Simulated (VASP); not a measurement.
**Run report: CoO, band-structure run (part 2 of 2)**

The same run, continued: CoO (4 atoms in the cell); Kohn-Sham DFT of a periodic cell, PBE, DFT+U, VASP PAW PBE potentials, recommended, spin-polarised (VASP 6.6.1); cutoff 520 eV, 10×10×8 k-mesh, Gaussian smearing of 0.02 eV, collinear spins. The structure derives from an entry of the Crystallography Open Database.

Geometry of the input (Å; fractional positions):
```
0.0000  2.1315  -2.1315
0.0000  2.1315  2.1315
4.2630  0.0000  0.0000
Co 0.0000  0.0000  0.0000
Co 0.5000  0.5000  0.5000
O  0.0000  1.0000  0.5000
O  0.5000  1.5000  1.0000
```

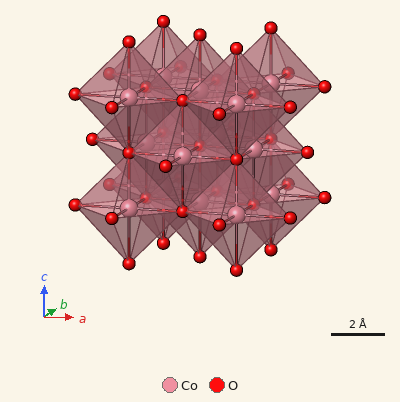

*The input geometry (polyhedral view of the cell 2 times as large as that of the calculation, set on its symmetry axes, seen slightly off an axis; polyhedra are completed across the faces of the cell).*

**Parts of OUTCAR, continued**
```
  o =  0.0395  v =  0.0000 -1.0000 -0.0000  0.0000  0.0000  0.0000  0.0000  0.0000  0.0000  0.0000      0.0000  0.0000  0.0000  0.0000  0.0000  0.0000  0.0000  0.0000  0.0000  0.0000
  o =  0.1122  v =  0.0000  0.0000 -0.5000  0.0000  0.8660  0.0000  0.0000  0.0000  0.0000  0.0000      0.0000  0.0000  0.0000  0.0000  0.0000  0.0000  0.0000  0.0000  0.0000  0.0000
  o =  0.1544  v =  0.0000  0.0000 -0.8660  0.0000 -0.5000  0.0000  0.0000  0.0000  0.0000  0.0000      0.0000  0.0000  0.0000  0.0000  0.0000  0.0000  0.0000  0.0000  0.0000  0.0000
  o =  0.9607  v =  1.0000  0.0000  0.0000  0.0000  0.0000  0.0000  0.0000  0.0000  0.0000  0.0000      0.0000  0.0000  0.0000  0.0000  0.0000  0.0000  0.0000  0.0000  0.0000  0.0000
  o =  0.9607  v =  0.0000  0.0000 -0.0000 -1.0000  0.0000  0.0000  0.0000  0.0000  0.0000  0.0000      0.0000  0.0000  0.0000  0.0000  0.0000  0.0000  0.0000  0.0000  0.0000  0.0000
  o =  0.9670  v =  0.0000  0.0000  0.0000  0.0000  0.0000  0.0000 -0.0000  0.0000  1.0000  0.0000      0.0000  0.0000  0.0000  0.0000  0.0000  0.0000  0.0000  0.0000  0.0000  0.0000
  o =  0.9670  v =  0.0000  0.0000  0.0000  0.0000  0.0000  1.0000  0.0000  0.0000  0.0000  0.0000      0.0000  0.0000  0.0000  0.0000  0.0000  0.0000  0.0000  0.0000  0.0000  0.0000
  o =  0.9702  v =  0.0000  0.0000  0.0000  0.0000  0.0000  0.0000  1.0000 -0.0000  0.0000 -0.0000      0.0000  0.0000  0.0000  0.0000  0.0000  0.0000  0.0000  0.0000  0.0000  0.0000
  o =  1.0110  v =  0.0000  0.0000  0.0000  0.0000  0.0000  0.0000 -0.0000 -0.5000 -0.0000  0.8660      0.0000  0.0000  0.0000  0.0000  0.0000  0.0000  0.0000  0.0000  0.0000  0.0000
  o =  1.0129  v =  0.0000  0.0000  0.0000  0.0000  0.0000  0.0000  0.0000  0.8660 -0.0000  0.5000      0.0000  0.0000  0.0000  0.0000  0.0000  0.0000  0.0000  0.0000  0.0000  0.0000

 number of electron      29.9999978 magnetization      -0.0000000

 Free energy of the ion-electron system (eV)
  ---------------------------------------------------
  ext. energy  EPLUGINS =         0.00000000
  ---------------------------------------------------
  free energy    TOTEN  =       -23.78304784 eV

  energy without entropy =      -23.78304772  energy(sigma->0) =      -23.78304778

 E-fermi :   7.7344     XC(G=0): -12.3362     alpha+bet :-13.7974

 val. band max:        7.6848034495   @ k =   0.5000   0.0000   0.5000
 cond. band min:       7.7831995154   @ k =   0.0000   0.0000   0.5000
 fundamental gap:      0.0983960659
 Fermi energy:         7.7343568908

 spin component 1

 k-point     1 :       0.0000    0.0000    0.0000
  band No.  band energies     occupation
      1     -11.8284      1.00000
      2     -10.5297      1.00000
      3       1.6195      1.00000
      4       1.6976      1.00000
      5       2.4779      1.00000
      6       3.6668      1.00000
      7       3.9734      1.00000
      8       3.9734      1.00000
      9       4.1369      1.00000
     10       4.1369      1.00000
     11       5.2704      1.00000
     12       5.2705      1.00000
     13       5.4326      1.00000
     14       5.9943      1.00000
     15       5.9954      1.00000
     16       7.8120      0.00000
     17       8.7252      0.00000
     18       9.2142      0.00000
     19      10.3982      0.00000
     20      14.1761      0.00000
     21      18.1629      0.00000
     22      19.4101      0.00000
     23      23.9733      0.00000
     24      23.9734      0.00000
     25      24.7204      0.00000
     26      25.5122      0.00000
     27      25.5123      0.00000

 k-point     2 :       0.1000    0.0000    0.0000
  band No.  band energies     occupation
      1     -11.7574      1.00000
      2     -10.5090      1.00000
      3       1.6396      1.00000
      4       1.6485      1.00000
      5       2.1712      1.00000
      6       3.3363      1.00000
      7       4.0039      1.00000
      8       4.0217      1.00000
      9       4.1545      1.00000
     10       4.1710      1.00000
     11       4.8898      1.00000
     12       5.3059      1.00000
     13       5.4288      1.00000
     14       5.9860      1.00000
     15       6.0991      1.00000
     16       8.0133      0.00000
     17       8.9645      0.00000
     18       9.6905      0.00000
     19      10.4846      0.00000
     20      14.4714      0.00000
     21      18.1379      0.00000
     22      19.1205      0.00000
     23      23.2024      0.00000
     24      23.8273      0.00000
     25      24.1704      0.00000
     26      25.5199      0.00000
     27      25.6149      0.00000

 k-point     3 :       0.2000    0.0000    0.0000
  band No.  band energies     occupation
      1     -11.5573      1.00000
      2     -10.4635      1.00000
      3       1.3428      1.00000
      4       1.6400      1.00000
      5       1.7381      1.00000
      6       2.9922      1.00000
      7       3.4119      1.00000
      8       3.7196      1.00000
      9       4.1882      1.00000
     10       4.2016      1.00000
     11       4.6133      1.00000
     12       5.4708      1.00000
     13       5.6924      1.00000
     14       5.9619      1.00000
     15       6.3104      1.00000
     16       8.4434      0.00000
     17       9.5444      0.00000
     18      10.3403      0.00000
     19      11.0467      0.00000
     20      15.2479      0.00000
     21      18.0832      0.00000
     22      18.3210      0.00000
     23      21.5248      0.00000
     24      23.4426      0.00000
     25      23.8165      0.00000
     26      24.9860      0.00000
     27      25.9284      0.00000

 k-point     4 :       0.3000    0.0000    0.0000
  band No.  band energies     occupation
      1     -11.2679      1.00000
      2     -10.4375      1.00000
      3       0.7996      1.00000
      4       1.1826      1.00000
      5       1.8931      1.00000
      6       2.5237      1.00000
      7       2.9582      1.00000
      8       3.3256      1.00000
      9       3.9624      1.00000
     10       4.2623      1.00000
     11       4.6203      1.00000
     12       5.5642      1.00000
     13       5.9297      1.00000
     14       6.3073      1.00000
     15       6.5137      1.00000
     16       8.9352      0.00000
     17      10.2144      0.00000
     18      10.4961      0.00000
     19      12.2225      0.00000
     20      16.2461      0.00000
     21      17.2284      0.00000
     22      18.0605      0.00000
     23      20.1519      0.00000
     24      21.9770      0.00000
     25      22.9693      0.00000
     26      24.7994      0.00000
     27      26.2518      0.00000

 k-point     5 :       0.4000    0.0000    0.0000
  band No.  band energies     occupation
      1     -10.9545      1.00000
      2     -10.4844      1.00000
      3       0.3333      1.00000
      4       0.8868      1.00000
      5       1.8696      1.00000
      6       2.1076      1.00000
      7       2.9330      1.00000
      8       3.0485      1.00000
      9       3.7661      1.00000
     10       4.3137      1.00000
     11       4.6506      1.00000
     12       5.6552      1.00000
     13       5.9016      1.00000
     14       6.6537      1.00000
     15       6.7971      1.00000
     16       9.3435      0.00000
     17      10.5565      0.00000
     18      10.7456      0.00000
     19      13.4465      0.00000
     20      15.8984      0.00000
     21      17.4637      0.00000
     22      18.1633      0.00000
     23      19.1423      0.00000
     24      20.2257      0.00000
     25      22.6127      0.00000
     26      23.6707      0.00000
     27      27.2580      0.00000

 [... the levels of 18 k-points are left out ...]

 k-point    24 :       0.2000    0.0000    0.1250
  band No.  band energies     occupation
      1     -11.5090      1.00000
      2     -10.4896      1.00000
      3       1.3024      1.00000
      4       1.6011      1.00000
      5       1.6329      1.00000
      6       2.8847      1.00000
      7       3.2114      1.00000
      8       3.7402      1.00000
      9       3.8862      1.00000
     10       4.5108      1.00000
     11       4.7594      1.00000
     12       5.5405      1.00000
     13       5.6561      1.00000
     14       6.1504      1.00000
     15       6.3266      1.00000
     16       8.4428      0.00000
     17       9.5439      0.00000
     18      10.6142      0.00000
     19      11.1182      0.00000
     20      15.2326      0.00000
     21      17.8503      0.00000
     22      18.6214      0.00000
     23      21.0603      0.00000
     24      23.3411      0.00000
     25      24.2979      0.00000
     26      24.9696      0.00000
     27      25.0982      0.00000

 [... further k-points ...]

 spin component 2

 k-point     1 :       0.0000    0.0000    0.0000
  band No.  band energies     occupation
      1     -11.8284      1.00000
      2     -10.5297      1.00000
      3       1.6195      1.00000
      4       1.6976      1.00000
      5       2.4779      1.00000
      6       3.6668      1.00000
      7       3.9734      1.00000
      8       3.9734      1.00000
      9       4.1369      1.00000
     10       4.1369      1.00000
     11       5.2704      1.00000
     12       5.2705      1.00000
     13       5.4326      1.00000
     14       5.9943      1.00000
     15       5.9954      1.00000
     16       7.8120      0.00000
     17       8.7252      0.00000
     18       9.2142      0.00000
     19      10.3982      0.00000
     20      14.1761      0.00000
     21      18.1629      0.00000
     22      19.4101      0.00000
     23      23.9733      0.00000
     24      23.9734      0.00000
     25      24.7204      0.00000
     26      25.5122      0.00000
     27      25.5123      0.00000

 k-point     2 :       0.1000    0.0000    0.0000
  band No.  band energies     occupation
      1     -11.7574      1.00000
      2     -10.5090      1.00000
      3       1.6396      1.00000
      4       1.6485      1.00000
      5       2.1712      1.00000
      6       3.3363      1.00000
      7       4.0039      1.00000
      8       4.0217      1.00000
      9       4.1545      1.00000
     10       4.1710      1.00000
     11       4.8898      1.00000
     12       5.3059      1.00000
     13       5.4288      1.00000
     14       5.9860      1.00000
     15       6.0991      1.00000
     16       8.0133      0.00000
     17       8.9645      0.00000
     18       9.6905      0.00000
     19      10.4846      0.00000
     20      14.4714      0.00000
     21      18.1379      0.00000
     22      19.1205      0.00000
     23      23.2024      0.00000
     24      23.8273      0.00000
     25      24.1704      0.00000
     26      25.5199      0.00000
     27      25.6149      0.00000

 k-point     3 :       0.2000    0.0000    0.0000
  band No.  band energies     occupation
      1     -11.5573      1.00000
      2     -10.4635      1.00000
      3       1.3428      1.00000
      4       1.6400      1.00000
      5       1.7381      1.00000
      6       2.9922      1.00000
      7       3.4119      1.00000
      8       3.7196      1.00000
      9       4.1882      1.00000
     10       4.2016      1.00000
     11       4.6133      1.00000
     12       5.4708      1.00000
     13       5.6924      1.00000
     14       5.9619      1.00000
     15       6.3104      1.00000
     16       8.4434      0.00000
     17       9.5444      0.00000
     18      10.3403      0.00000
     19      11.0467      0.00000
     20      15.2479      0.00000
     21      18.0832      0.00000
     22      18.3210      0.00000
     23      21.5248      0.00000
     24      23.4426      0.00000
     25      23.8165      0.00000
     26      24.9860      0.00000
     27      25.9284      0.00000

 k-point     4 :       0.3000    0.0000    0.0000
  band No.  band energies     occupation
      1     -11.2679      1.00000
      2     -10.4375      1.00000
      3       0.7996      1.00000
      4       1.1826      1.00000
      5       1.8931      1.00000
      6       2.5237      1.00000
      7       2.9582      1.00000
      8       3.3256      1.00000
      9       3.9624      1.00000
     10       4.2623      1.00000
     11       4.6203      1.00000
     12       5.5642      1.00000
     13       5.9297      1.00000
     14       6.3073      1.00000
     15       6.5137      1.00000
     16       8.9352      0.00000
     17      10.2144      0.00000
     18      10.4961      0.00000
     19      12.2225      0.00000
     20      16.2461      0.00000
     21      17.2284      0.00000
     22      18.0605      0.00000
     23      20.1519      0.00000
     24      21.9770      0.00000
     25      22.9693      0.00000
     26      24.7994      0.00000
     27      26.2518      0.00000

 k-point     5 :       0.4000    0.0000    0.0000
  band No.  band energies     occupation
      1     -10.9545      1.00000
      2     -10.4844      1.00000
      3       0.3333      1.00000
      4       0.8868      1.00000
      5       1.8696      1.00000
      6       2.1076      1.00000
      7       2.9330      1.00000
      8       3.0485      1.00000
      9       3.7661      1.00000
     10       4.3137      1.00000
     11       4.6506      1.00000
     12       5.6552      1.00000
     13       5.9016      1.00000
     14       6.6537      1.00000
     15       6.7971      1.00000
     16       9.3435      0.00000
     17      10.5565      0.00000
     18      10.7456      0.00000
     19      13.4465      0.00000
     20      15.8984      0.00000
     21      17.4637      0.00000
     22      18.1633      0.00000
     23      19.1423      0.00000
     24      20.2257      0.00000
     25      22.6127      0.00000
     26      23.6707      0.00000
     27      27.2580      0.00000

 [... the levels of 18 k-points are left out ...]

 k-point    24 :       0.2000    0.0000    0.1250
  band No.  band energies     occupation
      1     -11.5090      1.00000
      2     -10.4896      1.00000
      3       1.3024      1.00000
      4       1.6011      1.00000
      5       1.6329      1.00000
      6       2.8847      1.00000
      7       3.2114      1.00000
      8       3.7402      1.00000
      9       3.8862      1.00000
     10       4.5108      1.00000
     11       4.7594      1.00000
     12       5.5405      1.00000
     13       5.6561      1.00000
     14       6.1504      1.00000
     15       6.3266      1.00000
     16       8.4428      0.00000
     17       9.5439      0.00000
     18      10.6142      0.00000
     19      11.1182      0.00000
     20      15.2326      0.00000
     21      17.8503      0.00000
     22      18.6214      0.00000
     23      21.0603      0.00000
     24      23.3411      0.00000
     25      24.2979      0.00000
     26      24.9696      0.00000
     27      25.0982      0.00000

 [... further k-points ...]

------------------------ aborting loop because EDIFF is reached ----------------------------------------

  FORCE on cell =-STRESS in cart. coord.  units (eV):
  Direction    XX          YY          ZZ          XY          YZ          ZX
  --------------------------------------------------------------------------------------
  -------------------------------------------------------------------------------------
  Total        3.2676429      0.0432633      0.0432633     -0.0000000      0.0000000      0.0000000
  in kB      135.1540847      1.7894287      1.7894287     -0.0000000      0.0000000      0.0000000
  external PRESSURE =      46.2443140 kB  Pullay stress =       0.0000000 kB

 VOLUME and BASIS-vectors are now :
 -----------------------------------------------------------------------------
  energy-cutoff  :      520.00
  volume of cell :       38.74
      direct lattice vectors                 reciprocal lattice vectors
     0.000000000  2.131500000 -2.131500000     0.000000000  0.234576589 -0.234576589
     0.000000000  2.131500000  2.131500000     0.000000000  0.234576589  0.234576589
     4.263000000  0.000000000  0.000000000     0.234576589  0.000000000  0.000000000

 POSITION                                       TOTAL-FORCE (eV/Angst)
 -----------------------------------------------------------------------------------
      0.00000      0.00000      0.00000        -0.000000      0.000000      0.000000
      2.13150      2.13150      0.00000        -0.000000      0.000000      0.000000
      2.13150      0.00000      0.00000        -0.000000     -0.000000     -0.000000
      0.00000      2.13150      0.00000         0.000000      0.000000     -0.000000
 -----------------------------------------------------------------------------------
    total drift:                               -0.000000     -0.000000     -0.000000

  FREE ENERGIE OF THE ION-ELECTRON SYSTEM (eV)
  ---------------------------------------------------
  free  energy   TOTEN  =       -23.7830478393 eV

  energy  without entropy=      -23.7830477163  energy(sigma->0) =      -23.78304778

 total charge

# of ion       s       p       d       tot
------------------------------------------
    1        0.303   0.366   7.131   7.800
    2        0.303   0.366   7.131   7.800
    3        1.551   3.462   0.000   5.013
    4        1.551   3.462   0.000   5.013
--------------------------------------------------
tot          3.707   7.657  14.263  25.627

 magnetization (x)

# of ion       s       p       d       tot
------------------------------------------
    1        0.025   0.022   2.699   2.746
    2       -0.025  -0.022  -2.699  -2.746
    3       -0.009  -0.107   0.000  -0.116
    4        0.009   0.107   0.000   0.116
--------------------------------------------------
tot          0.000   0.000   0.000   0.000
```

**CONTCAR**
```
CoO
   1.00000000000000
     0.0000000000000000    2.1315000000000000   -2.1315000000000000
     0.0000000000000000    2.1315000000000000    2.1315000000000000
     4.2629999999999999    0.0000000000000000    0.0000000000000000
  Co              O
     2     2
Direct
     0.0000000000000000    0.0000000000000000    0.0000000000000000
     0.5000000000000000    0.5000000000000000    0.5000000000000000
     0.0000000000000000    0.0000000000000000    0.5000000000000000
     0.5000000000000000    0.5000000000000000    0.0000000000000000

  0.00000000E+00  0.00000000E+00  0.00000000E+00
  0.00000000E+00  0.00000000E+00  0.00000000E+00
  0.00000000E+00  0.00000000E+00  0.00000000E+00
  0.00000000E+00  0.00000000E+00  0.00000000E+00
```

**Key numbers**

```json
{"quantity": "outcome", "value": "converged"}
{"quantity": "space group (tolerance 0.01 Å)", "value": "Fm-3m (225)"}
{"quantity": "electrons treated", "value": "30"}
{"quantity": "free energy", "value": "−23.7830 eV"}
{"quantity": "Fermi energy of the self-consistent step", "value": "7.734 eV"}
{"quantity": "gap on the k-point mesh", "value": "0.10 eV"}
{"quantity": "gap on the band path", "value": "0.10 eV"}
{"quantity": "net moment of the cell", "value": "0.00 μB"}
{"quantity": "pressure", "value": "4.62 GPa"}
{"quantity": "largest force (length of the vector)", "value": "under 0.001 eV/Å"}
{"quantity": "wall time", "value": "2.2 min"}
{"quantity": "peak memory", "value": "0.39 GiB"}
```
